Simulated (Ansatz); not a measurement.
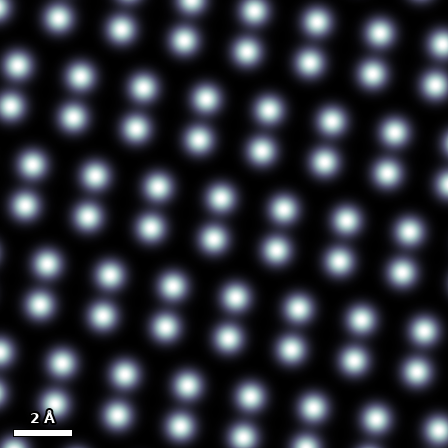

Z-contrast image of Pt. Simulated incoherent Z contrast: every atom adds Z^1.7 spread by a probe of 0.79 Å full width; channelling and multiple scattering are left out. The probe carries 15 % of its weight in a tail 2.5 times as wide.

Question: Give the net of the columns and its spacings.

Answer: The pattern repeats on a centred rectangular net of 2.2 × 6.6 Å.

Question: Which plane group does this projection have?

Answer: c2mm: perpendicular mirror lines on a centred net, with further twofold points between them.

Question: How many columns does the smallest repeating cell hold, and how many levels of brightness?

Answer: 2 columns in the primitive cell of 7.3 Å², all of one brightness.

The crystal is Pt (Cmcm, No. 63) seen along [101]. Model: the geometry relaxed with DFT, RPBE, plane waves (420 eV) with PAW, scalar-relativistic in Ansatz 0.2.0; the starting structure was generated, so it need not be a known form of this composition.
